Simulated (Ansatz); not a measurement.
# Run report: Tc12H, geometry relaxation

System: Tc12H (defect cell, 13 atoms in the cell).
Method: DFT PBE-D3(BJ), scalar-relativistic, plane waves, PAW, no spin polarisation (Ansatz 0.2.0).

It belongs to a series of runs on one base structure; here: start relaxed. Figures and captions count atoms from 1; the log counts them from 0 in places.

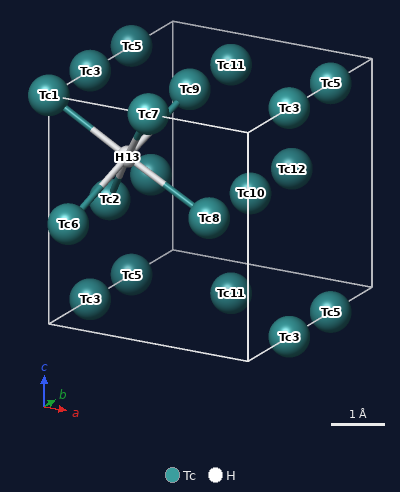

**Figure 1.** The structure as given in the input (ball-and-stick view of the cell of the calculation, seen slightly off an axis; atoms are numbered from 1 in the order of the input). An atom can appear more than once, as a periodic image.

### Key numbers

```csv
quantity,value
outcome,converged
electrons treated,181
free energy,−64800.8437 eV
Fermi energy,22.560 eV
final volume,171.45 Å³
largest force (length of the vector) at the end,0.068 eV/Å
hardware,"4 threads of Intel Xeon (Granite Rapids), 16 GiB of memory available, shared host"
wall time,30 s (CPU time 1.9 min)
peak memory,1.4 GiB
```

### Remarks

The input asks for low accuracy.

### The input
```yaml
accuracy: low
crystal:
  lattice:
    - [5.48, 0.0, 0.0]
    - [-4.11, 7.118729, 0.0]
    - [0.0, 0.0, 4.39496]
  atoms:
    - { symbol: Tc, position: [0.0, 0.0, 0.0] }
    - { symbol: Tc, position: [0.1666667, 0.2222222, 0.5] }
    - { symbol: Tc, position: [0.0, 0.3333333, 0.0] }
    - { symbol: Tc, position: [0.1666667, 0.5555556, 0.5] }
    - { symbol: Tc, position: [0.0, 0.6666667, 0.0] }
    - { symbol: Tc, position: [0.1666667, 0.8888889, 0.5] }
    - { symbol: Tc, position: [0.5, 0.0, 0.0] }
    - { symbol: Tc, position: [0.6666667, 0.2222222, 0.5] }
    - { symbol: Tc, position: [0.5, 0.3333333, 0.0] }
    - { symbol: Tc, position: [0.6666667, 0.5555556, 0.5] }
    - { symbol: Tc, position: [0.5, 0.6666667, 0.0] }
    - { symbol: Tc, position: [0.6666667, 0.8888889, 0.5] }
    - { symbol: H, position: [0.327175, 0.1080334, 0.7505706] }
basis:
  ecutwfc: 600.0
kpoints:
  mp_grid: { grid: [4, 3, 4] }
hamiltonian:
  xc: pbe
  dispersion: d3bj
scf:
  occupations: { method: fermi_dirac, width: 0.15 }
  lower_state_search: "off"
relax:
  f_tol: 0.08
  max_steps: 25
  adjacent_minimum: "off"
```

Command:
```bash
ansatz run input.yaml --threads 4 --pin off --max-ram 10240MiB --backend cpu --events-out ev --progress --plain --runs-dir out
```

### The program's output
```
band count auto-derived: 113 (N_el = 181.0; filled up to band 91; 109 by the electrons, moments and atoms)
Engine: ansatz 0.2.0, x86_64-unknown-linux-gnu
Pseudopotentials: kind: paw
Pseudopotential: Tc, paw, valence charge 15, recommended cutoff 500 eV (normal), Tc.paw.azcp
Pseudopotential: H, paw, valence charge 1, recommended cutoff 420 eV (normal), H.paw.azcp
Functional definition: PBE
  parameter kappa = 0.804
  parameter beta = 0.06672455060314922
  exchange = pbe_x(kappa = kappa, mu = beta*pi^2/3)
  correlation = pbe_c(beta = beta)
Crystal: 13 atoms, lattice volume = 171.450 Å³
Basis set: ecut = 600 eV, 5709 PW (Γ), exchange–correlation on 90×144×72 points (8 copies of the dense FFT grid, shifted against one another)
Bands: 113, of which v1, the nominal top of the filled ones, is band 91 counted from 1 (90 counted from 0)
Symmetry: 1 space group operations
Space group: P1 (ITA 1), of the structure as read, at distance tolerance 5.6e-5 Å
k-points: 26 of 48 (time reversal used)
Non-local potential: Tc, projectors of the file, l = 0: 3, l = 1: 3, l = 2: 2, l = 3: 2
Non-local potential: H, projectors of the file, l = 0: 2, l = 1: 1
PAW form: soft (Blöchl's): semilocal exchange-correlation on the pseudo side does not see the compensation charge
PAW one-centre angular grid: Tc, 590 points (default); XC on 64 Gauss nodes
PAW one-centre angular grid: H, 110 points (default); XC on 64 Gauss nodes
Initial density: superposition of atomic densities (chi_scale 0.1, normalization cell, long waves kept (reshape's long-wave potential 0.03 eV rms))
Initial wavefunctions: pseudopotential atomic-orbital guess
Functional: x = pbe(κ = 0.804, μ = 0.2195149727645171), c = pbe(β = 0.06672455060314922)
SCF iter   1: F=—  HF=-64802.659440 eV  |F-HF|=—  |Δ(HF+E_count)|=         —  Δρ=5.73e-2  dr2=5.54e0  ethr=3.10e-3  ⟨swp⟩=5.0  Hψ=9517  notcnv=0
preconditioner: auto → Kerker (q_TF=auto, 2.753 Å⁻¹)  [metal: Δε(μ)=0.003 eV  Ē_g=5.146 eV  σ=0.150 eV  W_gap=0.01  n_scr=64 (ndim 8)  ℏωp=26.1 eV  f_vac=0.000  D(μ)=11.91/eV (n_scr^D=132)]
SCF iter   2: F=—  HF=-64801.141897 eV  |F-HF|=—  |Δ(HF+E_count)|=    1.52e0  Δρ=2.78e-2  dr2=1.29e0  ethr=3.06e-3  ⟨swp⟩=3.0  Hψ=4996  notcnv=0
SCF iter   3: F=—  HF=-64800.732263 eV  |F-HF|=—  |Δ(HF+E_count)|=   4.10e-1  Δρ=4.24e-3  dr2=1.50e-2  ethr=7.11e-4  ⟨swp⟩=3.0  Hψ=5876  notcnv=0
SCF iter   4: F=—  HF=-64800.731655 eV  |F-HF|=—  |Δ(HF+E_count)|=   6.08e-4  Δρ=4.77e-4  dr2=3.30e-4  ethr=8.30e-6  ⟨swp⟩=2.0  Hψ=3079  notcnv=0
SCF iter   5: F=—  HF=-64800.731616 eV  |F-HF|=—  |Δ(HF+E_count)|=   3.92e-5  Δρ=1.07e-4  dr2=1.90e-5  ethr=1.82e-7  ⟨swp⟩=2.0  Hψ=4079  notcnv=0
SCF iter   6: F=-64800.731611 eV  HF=-64800.731611 eV  |F-HF|=2.86e-7  |Δ(HF+E_count)|=   4.97e-6  Δρ=1.95e-5  dr2=7.03e-7  ethr=1.05e-8  ⟨swp⟩=3.0  Hψ=7490  notcnv=0
SCF 1 converged in 6 iterations: F = -64800.731611 eV  dr2 = 7.03e-7
  greatest PAW one-centre occupation: 0.990 electrons in one spin orbital (limit 2), on the Tc atom at site 10 (counted from 0), in its partial waves of l = 0
relax step   1: F+E_penalty+E_count = -64800.73161052 eV  Δ(F+E_penalty+E_count) = +0.000e0 eV  max|allowed force component| = 7.034e-1 eV/Å  Δτ_max = 0.0000 Å  (6 SCF iters, dr2 threshold 1.00e-4 eV, accepted)
Initial density: handed on by an earlier stage of this run
Initial wavefunctions: those handed on with the density
iter 1 solved again at ethr=4.40e-4 eV; its pass at ethr=3.10e-3 eV (dr2=7.96e-1 eV) is discarded
SCF iter   1: F=—  HF=-64800.909215 eV  |F-HF|=—  |Δ(HF+E_count)|=         —  Δρ=9.78e-3  dr2=7.68e-1  ethr=4.40e-4  ⟨swp⟩=1.0  Hψ=8625  notcnv=0
preconditioner: auto → Kerker (q_TF=auto, 2.753 Å⁻¹)  [metal: Δε(μ)=0.011 eV  Ē_g=4.903 eV  σ=0.150 eV  W_gap=0.02  n_scr=64 (ndim 8)  ℏωp=26.1 eV  f_vac=0.000  D(μ)=11.88/eV (n_scr^D=132)]
SCF iter   2: F=—  HF=-64800.857271 eV  |F-HF|=—  |Δ(HF+E_count)|=   5.19e-2  Δρ=5.53e-3  dr2=2.69e-1  ethr=4.24e-4  ⟨swp⟩=1.0  Hψ=2938  notcnv=0
SCF iter   3: F=—  HF=-64800.823839 eV  |F-HF|=—  |Δ(HF+E_count)|=   3.34e-2  Δρ=8.24e-4  dr2=1.91e-3  ethr=1.49e-4  ⟨swp⟩=1.5  Hψ=3622  notcnv=0
SCF iter   4: F=—  HF=-64800.823305 eV  |F-HF|=—  |Δ(HF+E_count)|=   5.34e-4  Δρ=1.65e-4  dr2=3.51e-5  ethr=1.06e-6  ⟨swp⟩=2.0  Hψ=4142  notcnv=0
iter 5 did not close the SCF: its close was put off for the readings that it lacked (scf_convergence_deferred on its scf_iter line)
SCF iter   5: F=-64800.823302 eV  HF=-64800.823303 eV  |F-HF|=4.84e-7  |Δ(HF+E_count)|=   2.57e-6  Δρ=3.06e-5  dr2=1.29e-6  ethr=1.94e-8  ⟨swp⟩=2.4  Hψ=4572  notcnv=0
SCF iter   6: F=-64800.823303 eV  HF=-64800.823303 eV  |F-HF|=3.54e-8  |Δ(HF+E_count)|=   1.36e-7  Δρ=7.14e-6  dr2=8.80e-8  ethr=7.12e-10  ⟨swp⟩=1.5  Hψ=7297  notcnv=0
SCF 2 converged in 6 iterations: F = -64800.823303 eV  dr2 = 8.80e-8
  greatest PAW one-centre occupation: 0.990 electrons in one spin orbital (limit 2), on the Tc atom at site 2 (counted from 0), in its partial waves of l = 0
relax step   2: F+E_penalty+E_count = -64800.82330271 eV  Δ(F+E_penalty+E_count) = -9.169e-2 eV  max|allowed force component| = 2.566e-1 eV/Å  Δτ_max = 0.0528 Å  (6 SCF iters, dr2 threshold 3.09e-5 eV, accepted)
SCF iter   1: F=—  HF=-64800.845013 eV  |F-HF|=—  |Δ(HF+E_count)|=         —  Δρ=2.83e-3  dr2=7.26e-2  ethr=3.07e-4  ⟨swp⟩=2.0  Hψ=4620  notcnv=0
preconditioner: auto → Kerker (q_TF=auto, 2.753 Å⁻¹)  [metal: Δε(μ)=0.014 eV  Ē_g=4.909 eV  σ=0.150 eV  W_gap=0.02  n_scr=64 (ndim 8)  ℏωp=26.1 eV  f_vac=0.000  D(μ)=11.83/eV (n_scr^D=132)]
SCF iter   2: F=—  HF=-64800.841004 eV  |F-HF|=—  |Δ(HF+E_count)|=   4.01e-3  Δρ=1.55e-3  dr2=2.34e-2  ethr=4.01e-5  ⟨swp⟩=1.0  Hψ=3380  notcnv=0
SCF iter   3: F=—  HF=-64800.838755 eV  |F-HF|=—  |Δ(HF+E_count)|=   2.25e-3  Δρ=2.36e-4  dr2=2.41e-4  ethr=1.29e-5  ⟨swp⟩=1.0  Hψ=2938  notcnv=0
SCF iter   4: F=—  HF=-64800.838707 eV  |F-HF|=—  |Δ(HF+E_count)|=   4.82e-5  Δρ=5.66e-5  dr2=1.27e-5  ethr=1.33e-7  ⟨swp⟩=2.0  Hψ=4085  notcnv=0
SCF iter   5: F=—  HF=-64800.838560 eV  |F-HF|=—  |Δ(HF+E_count)|=   1.47e-4  Δρ=1.48e-5  dr2=3.80e-7  ethr=7.04e-9  ⟨swp⟩=2.0  Hψ=3984  notcnv=0
SCF iter   6: F=-64800.838560 eV  HF=-64800.838560 eV  |F-HF|=1.11e-8  |Δ(HF+E_count)|=   6.31e-8  Δρ=3.15e-6  dr2=2.29e-8  ethr=5.52e-11  ⟨swp⟩=4.0  Hψ=8985  notcnv=0
SCF 3 converged in 6 iterations: F = -64800.838560 eV  dr2 = 2.29e-8
  greatest PAW one-centre occupation: 0.990 electrons in one spin orbital (limit 2), on the Tc atom at site 3 (counted from 0), in its partial waves of l = 0
relax step   3: F+E_penalty+E_count = -64800.83855971 eV  Δ(F+E_penalty+E_count) = -1.526e-2 eV  max|allowed force component| = 1.049e-1 eV/Å  Δτ_max = 0.0124 Å  (6 SCF iters, accepted)
SCF iter   1: F=—  HF=-64800.848199 eV  |F-HF|=—  |Δ(HF+E_count)|=         —  Δρ=2.07e-3  dr2=2.11e-2  ethr=2.34e-4  ⟨swp⟩=2.7  Hψ=4670  notcnv=0
preconditioner: auto → Kerker (q_TF=auto, 2.753 Å⁻¹)  [metal: Δε(μ)=0.011 eV  Ē_g=4.909 eV  σ=0.150 eV  W_gap=0.02  n_scr=64 (ndim 8)  ℏωp=26.1 eV  f_vac=0.000  D(μ)=11.69/eV (n_scr^D=130)]
SCF iter   2: F=—  HF=-64800.845499 eV  |F-HF|=—  |Δ(HF+E_count)|=   2.70e-3  Δρ=1.20e-3  dr2=7.44e-3  ethr=1.17e-5  ⟨swp⟩=1.4  Hψ=3394  notcnv=0
SCF iter   3: F=—  HF=-64800.843858 eV  |F-HF|=—  |Δ(HF+E_count)|=   1.64e-3  Δρ=1.78e-4  dr2=1.11e-4  ethr=4.11e-6  ⟨swp⟩=2.0  Hψ=4024  notcnv=0
SCF iter   4: F=—  HF=-64800.843839 eV  |F-HF|=—  |Δ(HF+E_count)|=   1.86e-5  Δρ=5.04e-5  dr2=3.42e-6  ethr=6.16e-8  ⟨swp⟩=2.0  Hψ=4082  notcnv=0
SCF iter   5: F=—  HF=-64800.843701 eV  |F-HF|=—  |Δ(HF+E_count)|=   1.38e-4  Δρ=1.18e-5  dr2=2.24e-7  ethr=1.89e-9  ⟨swp⟩=2.0  Hψ=3973  notcnv=0
SCF iter   6: F=-64800.843701 eV  HF=-64800.843701 eV  |F-HF|=1.76e-8  |Δ(HF+E_count)|=   3.69e-8  Δρ=2.88e-6  dr2=2.76e-8  ethr=5.52e-11  ⟨swp⟩=4.0  Hψ=8778  notcnv=0
SCF 4 converged in 6 iterations: F = -64800.843701 eV  dr2 = 2.76e-8
relax step   4: F+E_penalty+E_count = -64800.84370051 eV  Δ(F+E_penalty+E_count) = -5.141e-3 eV  max|allowed force component| = 6.260e-2 eV/Å  Δτ_max = 0.0102 Å  (6 SCF iters, accepted)
```

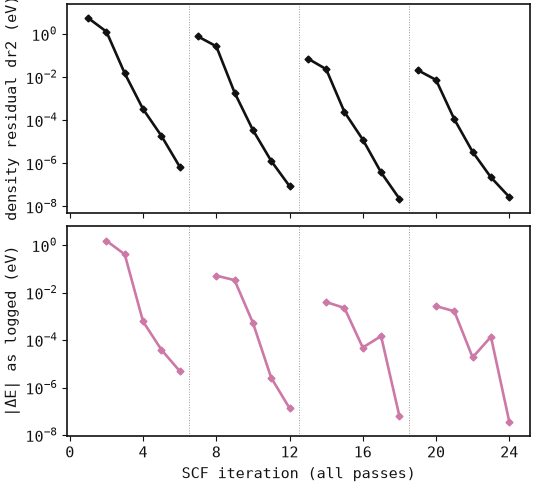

**Figure 2.** Convergence of the self-consistent field: density residual dr2 and size of the energy change against the SCF iteration. The dotted lines part the SCF passes of the relaxation: geometry steps, rejected trials and re-solves on a re-selected basis. The passes take 6, 6, 6 and 6 iterations.

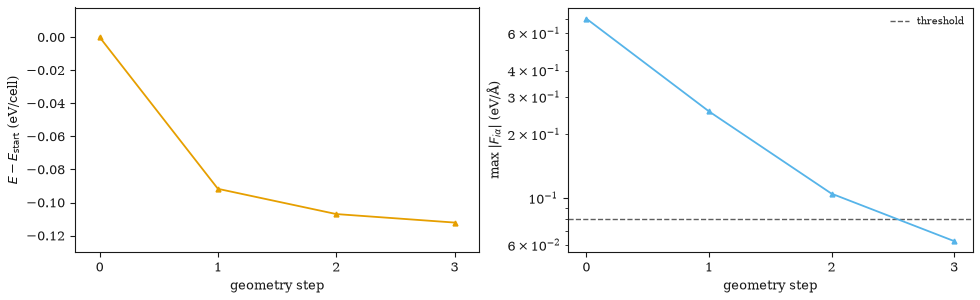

**Figure 3.** Progress of the relaxation, step by step (the first geometry is step 0 here and step 1 in the log).

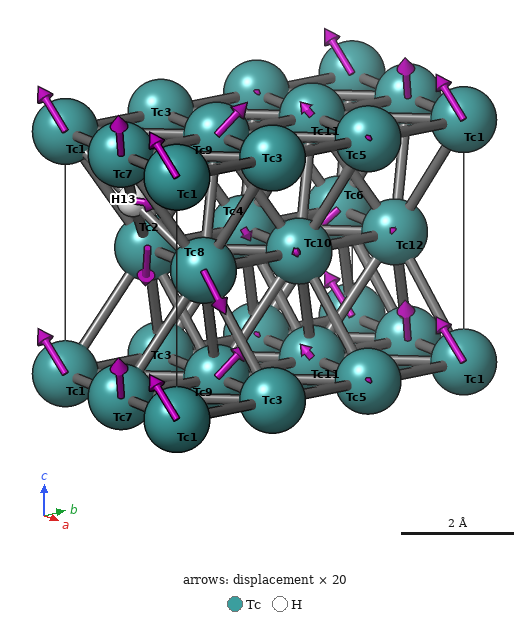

**Figure 4.** The starting structure with the displacements as pink arrows, magnified 20 times (ball-and-stick view of the cell of the calculation, seen slightly off an axis). After 3 geometry steps the energy has fallen by 0.112 eV per cell of the calculation. Largest force component: 0.7 eV/Å at the start, 0.063 eV/Å at the end. Tc1 moves most: 0.050 Å. Largest moves by element: Tc 0.050 Å, H 0.029 Å. The lattice vectors keep their values. Among the contacts that change: Tc1–Tc2 2.708 → 2.786 Å, Tc1–H13 1.901 → 1.974 Å, Tc1–Tc6 2.708 → 2.780 Å, Tc6–H13 1.910 → 1.970 Å. (Atoms are counted from 1 in the order of the input.)

```
SCF converged after 6 iterations
Free energy (F): -64800.843701 eV
Harris-Foulkes:  -64800.843701 eV  (|F-HF|=1.76e-8)
Internal energy: -64799.965039 eV  (E = F + TS)
E sigma→0 (E₀):  -64800.404370 eV
Entropy (-TS):   -0.878661 eV (-67.589 meV/atom)
Fermi energy:    22.560250 eV
--- Per-component energies (eV) ---
  E_band       = -539.984200
  E_kinetic    = 7510.449244
  E_local      = -14133.964693  (includes V_loc(G=0)·N_el)
  E_nonlocal   = 3434.729425
  E_hartree    = 3826.264625
  E_xc         = -2888.554678
  E_vxc        = -3558.841867  (∫ρ·V_xc dr)
  E_paw        = -39340.092012  (= ΣΔE_a)
  E_vpaw       = -1444.885016  (= ΣTr[D̂ρ^β])
  E_aug_tail   = -0.000192  (compensation charges beyond the density's cutoff)
  E_ewald      = -23200.926377
  E_disp       = -7.870383  (pairwise vdW)
  E_smearing   = -0.878661  (= −TS)
  E_closure    = -0.000000  (closes the sum)
  Σ components = -64800.843701   (vs F -64800.843701, Δ=0.00e0)
--- Forces (eV/Å), atoms counted from 1 ---
  atom   1  Tc    -0.00903681    -0.01202561     0.02498970
  atom   2  Tc    -0.00831492     0.01642529    -0.02794863
  atom   3  Tc    -0.00029280     0.02663496     0.06226802
  atom   4  Tc    -0.00893812    -0.01088871    -0.05561536
  atom   5  Tc    -0.00579167    -0.02377551     0.05357762
  atom   6  Tc     0.00292770    -0.01459626    -0.03040481
  atom   7  Tc     0.00928322    -0.01332123     0.03114792
  atom   8  Tc     0.01018125     0.01355514    -0.02959469
  atom   9  Tc    -0.00162787     0.01584059     0.03333978
  atom  10  Tc     0.00447920     0.02335854    -0.05210749
  atom  11  Tc     0.00964235     0.00986941     0.05294277
  atom  12  Tc    -0.00022070    -0.02767577    -0.06259580
  atom  13  H     -0.00229032    -0.00340052     0.00000131
  max |Σ_I F_I| component: 5.22e-7 eV/Å
--- Relaxed structure (4 steps of the walk, 4 accepted, 0 SCFs on fresh bases) ---
  F+E_penalty+E_count = -64800.84370051 eV   max|allowed force component| = 6.260e-2 eV/Å
  atoms:
    - { symbol: Tc, position: [-0.0068144476049304264, -0.0022454476945241546, 0.008798755444189128] }
    - { symbol: Tc, position: [0.16249843820155405, 0.22342730152555432, 0.490808023301447] }
    - { symbol: Tc, position: [-0.00020646342688146468, 0.3334031399381743, -0.0008118022043375567] }
    - { symbol: Tc, position: [0.16787450139287566, 0.5564423862013417, 0.4972053145555151] }
    - { symbol: Tc, position: [0.0005547175270000371, 0.6669517769155078, 0.0008280436895596146] }
    - { symbol: Tc, position: [0.16259162667489202, 0.8840977692635557, 0.4935141867509014] }
    - { symbol: Tc, position: [0.5031556469263411, -0.0017293702399328466, 0.00921125045832143] }
    - { symbol: Tc, position: [0.6725076974735342, 0.22396880962990642, 0.49133170620458283] }
    - { symbol: Tc, position: [0.5030824497237318, 0.3376394678360161, 0.006522941313191678] }
    - { symbol: Tc, position: [0.6651537947278826, 0.5547841829658502, 0.4992361220076198] }
    - { symbol: Tc, position: [0.49782528435697465, 0.6652985891680671, 0.002979165113030433] }
    - { symbol: Tc, position: [0.6659032496617534, 0.8883331698822575, 0.5009072970897421] }
    - { symbol: H, position: [0.3330487043652736, 0.11099502460822612, 0.7500395962762371] }
```

### Trajectory as extended XYZ (Å, eV, eV/Å), 4 frames, from step=1 to step=4
```
13
Lattice="5.4800 0.0000 0.0000 -4.1100 7.1187 0.0000 0.0000 0.0000 4.3950" Properties=species:S:1:pos:R:3:forces:R:3 step=1 energy=-64800.73161
Tc    0.0000    0.0000    0.0000   -0.6307  -0.3384   0.4609
Tc    0.0000    1.5819    2.1975   -0.5797   0.3105  -0.4225
Tc   -1.3700    2.3729    0.0000   -0.0116   0.0550   0.0471
Tc   -1.3700    3.9548    2.1975    0.0000   0.0188  -0.0107
Tc   -2.7400    4.7458    0.0000    0.0084  -0.0314   0.0356
Tc   -2.7400    6.3278    2.1975    0.0069  -0.7034  -0.4490
Tc    2.7400    0.0000    0.0000    0.5774  -0.2790   0.4069
Tc    2.7400    1.5819    2.1975    0.5367   0.2934  -0.3806
Tc    1.3700    2.3729    0.0000    0.0160   0.6408   0.3923
Tc    1.3700    3.9548    2.1975   -0.0073   0.0160  -0.0401
Tc    0.0000    4.7458    0.0000   -0.0025  -0.0225   0.0127
Tc    0.0000    6.3278    2.1975   -0.0078  -0.0581  -0.0417
H     1.3489    0.7691    3.2987    0.0943   0.0981  -0.0108
13
Lattice="5.4800 0.0000 0.0000 -4.1100 7.1187 0.0000 0.0000 0.0000 4.3950" Properties=species:S:1:pos:R:3:forces:R:3 step=2 energy=-64800.82330
Tc   -0.0372   -0.0231    0.0257    0.1591   0.1219   0.1409
Tc   -0.0363    1.6020    2.1729    0.1587  -0.1456  -0.1462
Tc   -1.3712    2.3866   -0.0091    0.0121  -0.1514   0.1070
Tc   -1.3692    3.9603    2.1933    0.0444   0.0279  -0.0859
Tc   -2.7380    4.7418   -0.0023    0.0273   0.1166   0.0672
Tc   -2.7400    6.2796    2.1760   -0.0152   0.2375  -0.0927
Tc    2.7759   -0.0191    0.0246   -0.1788   0.1190   0.1436
Tc    2.7745    1.6038    2.1738   -0.1716  -0.1411  -0.1307
Tc    1.3707    2.4194    0.0200   -0.0104  -0.2566   0.0906
Tc    1.3668    3.9564    2.1987   -0.0258  -0.1016  -0.0657
Tc   -0.0026    4.7382    0.0045   -0.0438  -0.0227   0.0885
Tc   -0.0015    6.3125    2.2077    0.0056   0.1549  -0.1115
H     1.3570    0.7774    3.2978    0.0386   0.0413  -0.0052
13
Lattice="5.4800 0.0000 0.0000 -4.1100 7.1187 0.0000 0.0000 0.0000 4.3950" Properties=species:S:1:pos:R:3:forces:R:3 step=3 energy=-64800.83856
Tc   -0.0318   -0.0176    0.0314    0.0540   0.0232   0.0954
Tc   -0.0306    1.5944    2.1661    0.0477  -0.0323  -0.1036
Tc   -1.3713    2.3763   -0.0081    0.0062  -0.0047   0.0974
Tc   -1.3679    3.9603    2.1902    0.0134   0.0183  -0.0751
Tc   -2.7381    4.7470   -0.0004    0.0067   0.0086   0.0654
Tc   -2.7418    6.2906    2.1736   -0.0036   0.0367  -0.0762
Tc    2.7687   -0.0139    0.0314   -0.0579   0.0215   0.1049
Tc    2.7686    1.5970    2.1677   -0.0568  -0.0308  -0.0967
Tc    1.3704    2.4074    0.0230   -0.0093  -0.0446   0.0797
Tc    1.3659    3.9505    2.1974   -0.0080  -0.0009  -0.0631
Tc   -0.0047    4.7375    0.0080   -0.0117  -0.0171   0.0746
Tc   -0.0018    6.3218    2.2065    0.0024   0.0048  -0.1006
H     1.3633    0.7842    3.2971    0.0169   0.0173  -0.0021
13
Lattice="5.4800 0.0000 0.0000 -4.1100 7.1187 0.0000 0.0000 0.0000 4.3950" Properties=species:S:1:pos:R:3:forces:R:3 step=4 energy=-64800.84370
Tc   -0.0281   -0.0160    0.0387   -0.0090  -0.0120   0.0250
Tc   -0.0278    1.5905    2.1571   -0.0083   0.0164  -0.0279
Tc   -1.3714    2.3734   -0.0036   -0.0003   0.0266   0.0623
Tc   -1.3670    3.9612    2.1852   -0.0089  -0.0109  -0.0556
Tc   -2.7381    4.7478    0.0036   -0.0058  -0.0238   0.0536
Tc   -2.7426    6.2937    2.1690    0.0029  -0.0146  -0.0304
Tc    2.7644   -0.0123    0.0405    0.0093  -0.0133   0.0311
Tc    2.7648    1.5944    2.1594    0.0102   0.0136  -0.0296
Tc    1.3692    2.4036    0.0287   -0.0016   0.0158   0.0333
Tc    1.3649    3.9494    2.1941    0.0045   0.0234  -0.0521
Tc   -0.0063    4.7361    0.0131    0.0096   0.0099   0.0529
Tc   -0.0019    6.3238    2.2015   -0.0002  -0.0277  -0.0626
H     1.3689    0.7901    3.2964   -0.0023  -0.0034   0.0000
```
